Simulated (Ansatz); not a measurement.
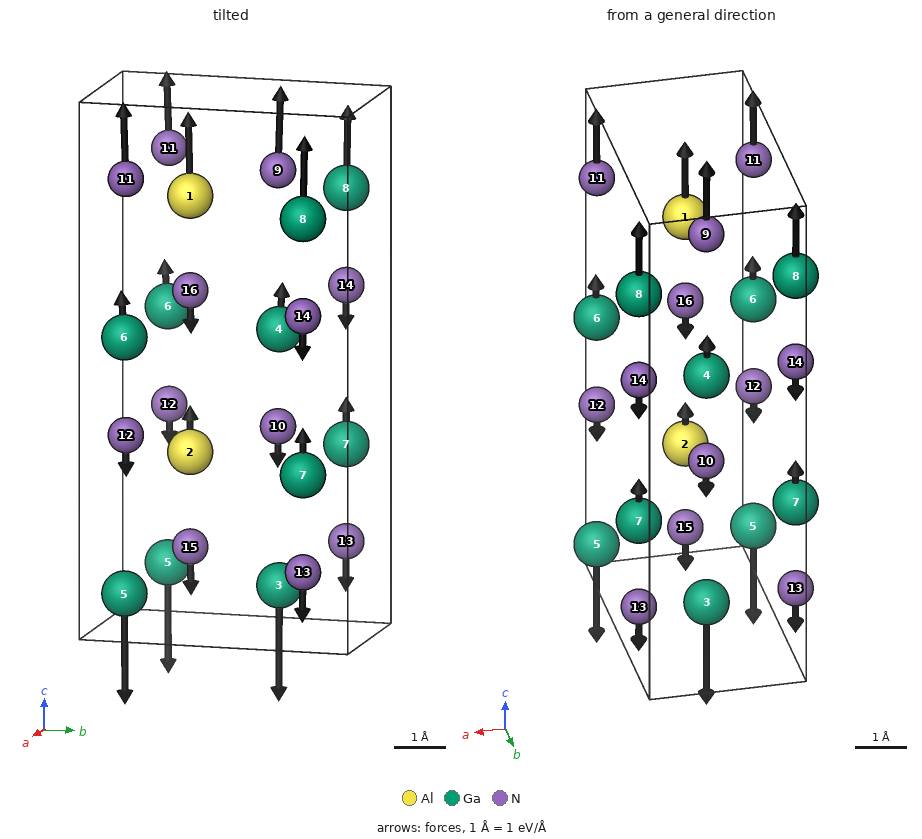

The crystal in a spheres-only representation, seen slightly off an axis and from a general direction. One simulation cell is framed, with atoms on its boundary repeated. The arrows are the computed forces on the atoms.

System: AlGa3N4. Theory: DFT PBEsol, scalar-relativistic, plane waves, PAW in Ansatz 0.2.0. Numerical settings: a basis cut at 420 eV, an 8×5×3 grid in reciprocal space, Gaussian smearing of 0.05 eV, no spin polarisation.

**Is the structure at a minimum of the energy?**

No. The atoms still feel forces of up to about 1.9 eV/Å, far above a usual threshold of 0.01 to 0.03 eV/Å.

Origin of the cell: a structure listed in the Materials Project. The cell was then strained or its atoms displaced on purpose. A calculation with Ansatz used it as input.
